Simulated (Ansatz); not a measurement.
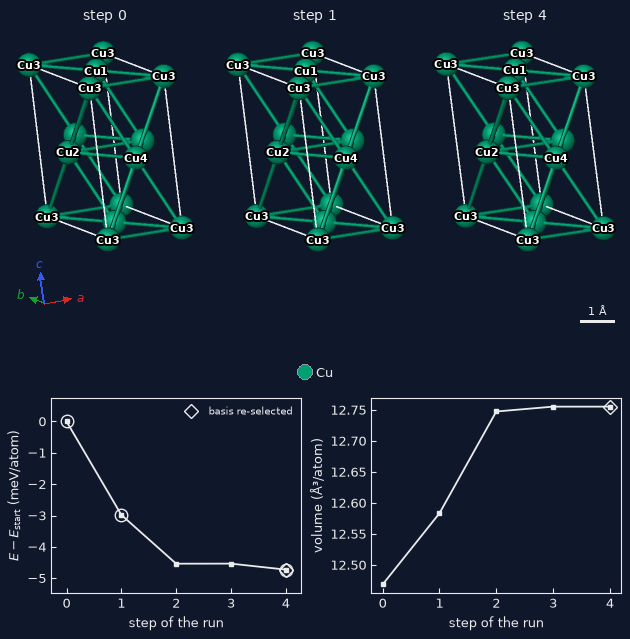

Frames of a relaxation of solid Cu (set up in R-3m), marked on the history of the run. Style: ball-and-stick. Shown: the reduced cell, slightly off an axis. Lengths and directions refer to the drawn axes.

Case: film's bulk on the substrate's plane, third vector and atoms relaxed.

Level of theory: DFT PBE, scalar-relativistic, plane waves, PAW (Ansatz 0.2.0). Settings: plane-wave cutoff 420 eV; k-point mesh 9 × 9 × 17; occupations gaussian; smearing width 0.1 eV; no spin polarisation; cell relaxed at fixed a, b, gamma; force threshold 0.01 eV/Å; at most 50 steps.

**What happens along the run?**

No atom moves by more than 0.005 Å relative to the cell. The volume changes by +2.3 %, with a 2.512 → 2.551 Å (+1.5 %), b = c 4.577 → 4.593 Å (+0.4 %), α 72.5° → 72.2°, β 85.0° → 85.9°, γ 85.0° → 85.9°. Some distances before and after: Cu1–Cu1 2.512 → 2.551 Å. The space group stays R-3m (No. 166). Over 3 accepted moves (4 points after the start) the energy falls by 4.7 meV per atom. All forces vanish by symmetry, so only the cell relaxes. Pressure: −3.68 GPa at the start and −6.77 GPa at the end. The SCF was repeated once at an unchanged geometry on a basis and grid sized afresh for the cell, which shifted the energy by 0.2 meV per atom at most. Cost: 41 s on 4 threads of Intel(R) Xeon(R) 6975P-C (Granite Rapids), with other jobs on the host, peak memory 0.96 GiB. From step 0 to 1: volume +0.9 %, energy −3.0 meV per atom. From step 1 to 4: volume +1.4 %, energy −1.7 meV per atom.
